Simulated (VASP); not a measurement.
System: SiNi, space group Pmmn (No. 59).

Structure:
```cif
data_structure
_symmetry_space_group_name_H-M 'P 1'
_symmetry_Int_Tables_number 1
_cell_length_a 2.9428
_cell_length_b 3.2803
_cell_length_c 4.6774
_cell_angle_alpha 90.000
_cell_angle_beta 90.000
_cell_angle_gamma 90.000
_cell_volume 45.15
loop_
_atom_site_label
_atom_site_type_symbol
_atom_site_fract_x
_atom_site_fract_y
_atom_site_fract_z
_atom_site_occupancy
Ni1 Ni 0.50000 0.50000 0.34250 1
Ni2 Ni 0.00000 0.00000 0.65750 1
Si1 Si 0.50000 0.50000 0.84314 1
Si2 Si 0.00000 0.00000 0.15686 1
```

Method: plane-wave DFT, collinear spins; energies at scaled volumes of the given cell, shape and fractions fixed, counted from the fit's minimum, third-order Birch-Murnaghan fit (VASP 6.6.1). Level: PBE, collinear spin.

| setting | value |
| --- | --- |
| k mesh | 9×8×6 |
| occupations | Fermi–Dirac |
| smearing width | 0.05 eV |
| potentials | VASP PAW PBE potentials, recommended |
| wave cutoff | 520 eV |

Describe the result: the energy and pressure against volume. The volume takes the values 10.61, 10.84, 11.06, 11.29, 11.51, 11.74, 11.97 Å³/atom.

A third-order Birch–Murnaghan fit gives V0 = 11.68 Å³/atom, B0 = 182 GPa and B′ = 4.6. The energy is 66.76 meV/atom at volume 10.61 Å³/atom and 3.69 meV/atom at 11.97 Å³/atom; the lowest computed point is at volume 11.74 Å³/atom (0.16 meV/atom). The pressure falls from 21.82 GPa at volume 10.61 Å³/atom to −4.10 GPa at 11.97 Å³/atom, and changes sign near 11.69 Å³/atom.

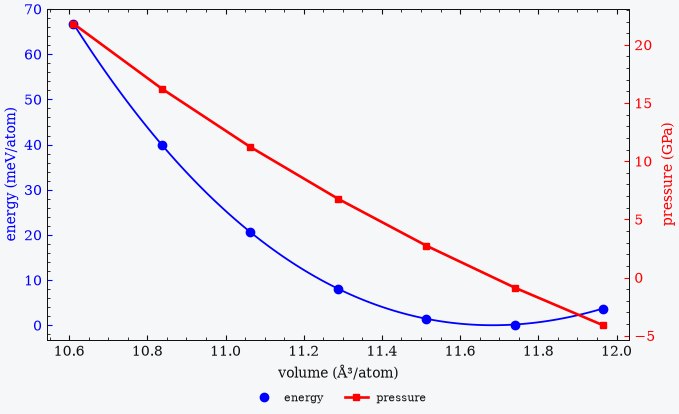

Note: shape and atomic fractions are frozen while scaling, which makes layered, chain and framework solids too stiff.
